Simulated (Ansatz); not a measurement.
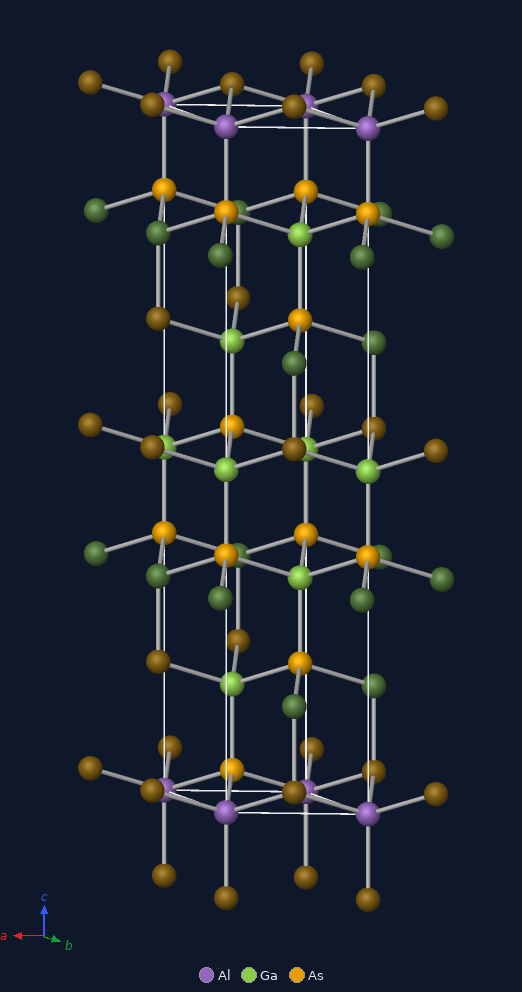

View from a general direction, drawn as a ball-and-stick model. One conventional unit cell is framed, with atoms on its boundary repeated. The first bonded neighbours in the surrounding cells are also shown, in fainter colours.

AlGa₅As₆, space group P3m1 (No. 156), a = 4.06 Å, b = 4.06 Å, c = 19.89 Å, α = 90.00°, β = 90.00°, γ = 120.00°.

The calculation used Ansatz 0.2.0, DFT PBE, scalar-relativistic, plane waves, PAW, with a basis cut at 420 eV, k-grid 12×12×2, Gaussian smearing of 0.02 eV, no spin polarisation.

> Is the electronic structure metallic or gapped?

A semiconductor at this level, with a gap of 0.34 eV on the k-mesh (the true edges may lie between mesh points, so the gap can be somewhat smaller).

Its origin is a structure type filled with these elements by a generator (whether the compound takes this form wasn't checked). It was relaxed with DFT PBE, scalar-relativistic, plane waves, PAW in Ansatz 0.2.0.
